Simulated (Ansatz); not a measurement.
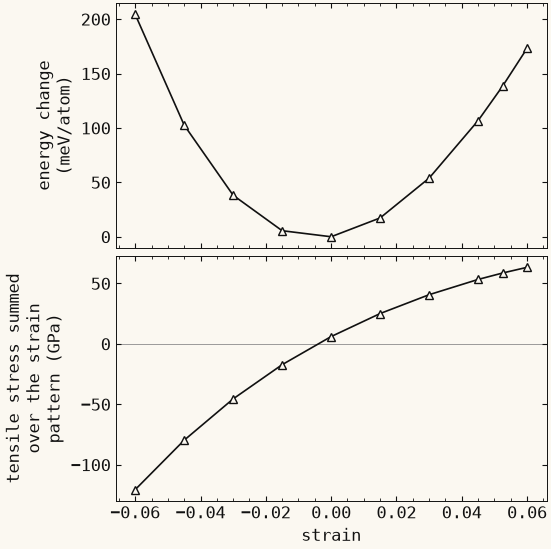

The picture above shows the energy change and tensile stress summed over the strain pattern against strain for HfN, space group Fm-3m (No. 225).

Cell as given: a = 3.195 Å, b = 3.195 Å, c = 3.195 Å, α = 60.00°, β = 60.00°, γ = 60.00°; 2 atoms.

Method: homogeneous strain of a crystal along one Voigt pattern with engineering shear, fractional coordinates fixed, by plane-wave density functional theory with PAW datasets, free energies less that of the undisturbed cell; scalar-relativistic (Ansatz 0.2.0). Level: PBEsol, no spin polarisation.

wave cutoff 420 eV; k mesh 18×18×18; occupations Gaussian; smearing width 0.15 eV; k shift (0, 0, 0) (mesh steps); start as given; strain pattern (1, 1, 0, 0, 0, 0) (xx yy zz yz xz xy with engineering shear).

The numbers behind the figure:

| strain | energy change (meV/atom) | tensile stress summed over the strain pattern (GPa) |
| --- | --- | --- |
| −0.0600 | 204 | −121 |
| −0.0450 | 103 | −80 |
| −0.0300 | 38 | −46 |
| −0.0150 | 6 | −17 |
| 0.0000 | 0 | 6 |
| 0.0150 | 17 | 25 |
| 0.0300 | 54 | 41 |
| 0.0450 | 107 | 53 |
| 0.0525 | 138 | 59 |
| 0.0600 | 173 | 63 |

Limits of the calculation: no spin polarisation, a magnetic state may lie lower; reference crystal is not relaxed.
